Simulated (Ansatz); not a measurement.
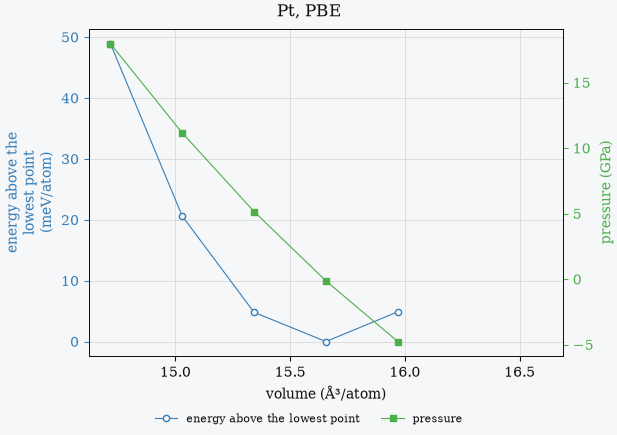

Plotted: energy above the lowest point and pressure against volume for Pt, space group Fm-3m (No. 225) (one of a set of cubic test structures, which need not be the stable phase).

How it was computed, with Ansatz 0.2.0 development build: equation of state of a cubic crystal from periodic Kohn-Sham density functional theory without spin, third-order Birch-Murnaghan fit to the free energies; pressure corrected for the finite basis. Level: PBE.

| setting | value |
| --- | --- |
| structure type | fcc |
| atoms in cell | 1 |
| space group number | 225 |
| lattice centring | face-centred primitive |
| k mesh | 24×24×24 |
| occupation method | Fermi–Dirac |
| occupation width | 0.06123 eV |
| wave cutoff | 700 eV |
| datasets | hard PAW |
| density tolerance | 1e−09 eV |
| bands | 20 |
| density cutoff ratio | 4 |
| search for lower states | default |

The points at volume 16.28 Å³/atom and 16.59 Å³/atom are left out of the plot. What values does the calculation give there?

```
volume (Å³/atom)  energy above the lowest point (meV/atom)  pressure (GPa)
           16.28                                      18.3            -8.8
           16.59                                      39.1           -12.4
```
